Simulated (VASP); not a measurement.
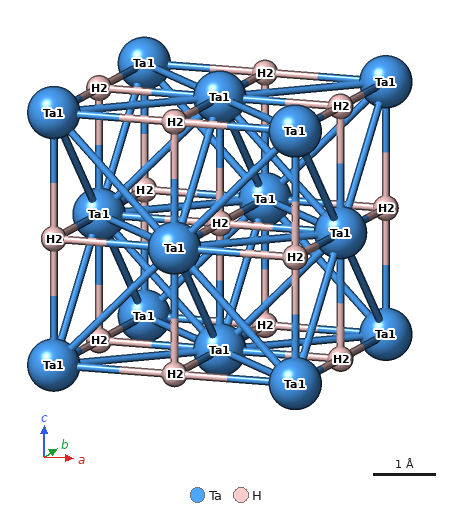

Starting structure of solid TaH (set up in Fm-3m). The picture is a ball-and-stick view of the conventional cell (4 times the calculation's cell), seen slightly off an axis. Lengths and directions refer to the drawn axes.

The run lets cell and atoms move.

Computed with Kohn-Sham DFT of a periodic cell, PBE, VASP PAW PBE potentials, recommended in VASP 6.6.1.

Input
```
ALGO = Fast
EDIFF = 1E-7
EDIFFG = -0.05
ENCUT = 600
GGA = PE
IBRION = 2
ISIF = 3
ISMEAR = 0
LASPH = True
LCHARG = False
LREAL = False
LWAVE = False
NELM = 100
NSW = 80
PREC = Accurate
SIGMA = 0.1
```

Command:
```bash
cat potpaw_PBE.64/Ta_pv/POTCAR potpaw_PBE.64/H/POTCAR > POTCAR
mpirun -np 1 vasp_std > vasp.out
```

The structure:
```xyz
2
Lattice="0.0000 2.0856 2.0856 2.0856 0.0000 2.0856 2.0856 2.0856 0.0000" Properties=species:S:1:pos:R:3 pbc="T T T"
Ta    0.0000    0.0000    0.0000
H     2.0856    2.0856    2.0856
```

**What does the optimiser find from here?**

The atoms keep their places relative to the cell (all moves are under 0.005 Å). The drawn cell changes as follows: a = b = c 4.171 → 4.314 Å (+3.4 %); the volume changes by +10.6 %. Some distances before and after: Ta1–Ta1 2.949 → 3.051 Å, Ta1–H2 2.086 → 2.157 Å. The space group stays Fm-3m (No. 225). After 2 geometry steps the energy has fallen by 71.8 meV per atom. All forces vanish by symmetry, so only the cell relaxes. Pressure: 26.32 GPa at the start and −0.39 GPa at the end. At step 1 the optimiser overshot: the energy rose above the start, and later steps came back. The volume changes by over a tenth within one run on a fixed set of plane waves, so the end point should be relaxed again from the new cell.

History of the run:

| step | E − E(0), meV/atom | pressure, GPa | volume, Å³/atom |
| --- | --- | --- | --- |
| 0 | 0.00 | 26.32 | 9.071 |
| 1 | 2.38 | -18.64 | 11.172 |
| 2 | -71.84 | -0.39 | 10.037 |

The end point in the same view:

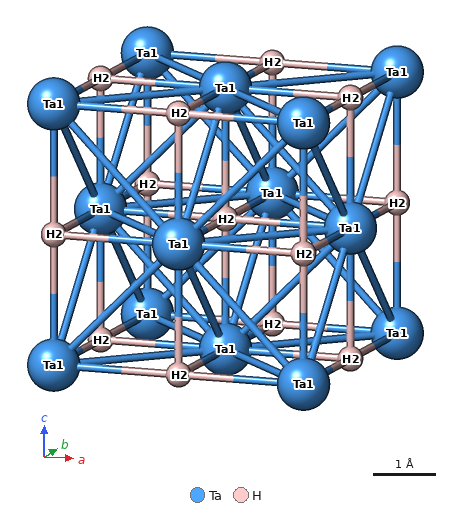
